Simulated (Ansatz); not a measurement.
# CoSi2/AlP/NiSi2: predicting the conductance of a thicker barrier

Set-up. Ansatz 0.2.0, plane waves with PAW datasets, PBE. Interfaces are relaxed in a short slab (with D3(BJ) where the barrier is layered), set between ideal electrode layers that go on as semi-infinite leads, and the zero-bias conductance G at 300 K comes from T(E) on a typed mesh. The error is the largest of the program's estimates from energy step, mesh, the leads' potential steps and neutrality; its separate bound for narrow resonances between the energies solved isn't counted and can be far larger. The lower electrode is CoSi2 (fluorite 111 turned by 180 degrees  type B), the upper NiSi2 (fluorite 111) and the barrier AlP (zinc blende 111), on a net of side 3.79 Å; d is the distance between the electrodes' last planes.

Runs in hand:

```tsv
planes in the barrier	d (Å)	G (S/m²)	error (%)	lead step (meV)
4	8.86	3.90e13	15	8
6	12.08	1.15e13	16	8
8	15.31	3.07e12	21	8
12	21.77	2.07e11	22	8
```

Task: A further run has 14 planes, d = 24.99 Å. Fit G ∝ exp(−βd) to the rows shown and predict its conductance.

A: Take y = ln G: 31.29, 30.07, 28.75 and 26.06. The means are d = 14.50 Å and y = 29.04; Σ(Δd Δy) = −37.12 and Σ(Δd)² = 91.17, so the slope is −0.407 Å⁻¹ (β = 0.407 Å⁻¹). At d = 24.99 Å, y = 29.04 − 0.407 × 10.48 = 24.77, or G = 5.75e10 S/m².

**The withheld run.** The run gave 5.70e10 S/m², with an error estimate of 25 % and a lead step of 8 meV. The prediction is 1.01 times that, a miss under 10 %.

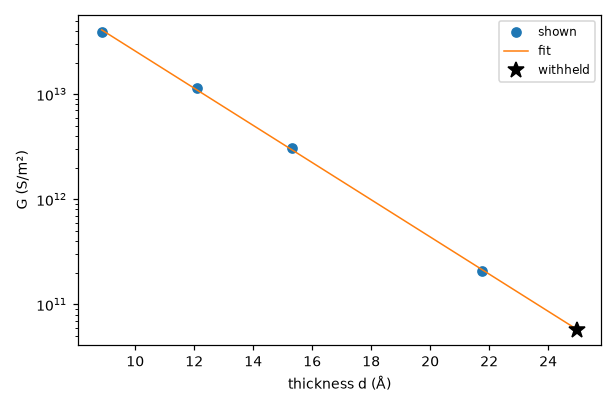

Fit and withheld run.

**Limits.** The interfaces are ideal, one cell wide, strained to a common net and relaxed from one registry with their symmetry kept. PBE's gaps are too small, so true decay constants are likely larger where the Fermi level lies deep in a gap. No spin-orbit coupling, phonons, disorder or image charges enter. The rows shown are chosen by tests on error estimates (under 100 to 120 %), lead steps (under 150 meV, though the program warns over 25), intact interfaces and, for fits, a steady trend in the rows shown; the data set holds 414 series of this kind, and not all pass.

[Logs are printed without paths, hosts, clocks, repeated set-up lines and the standing remarks that a program may print on its own settings, such as how far it seeks lower states.]
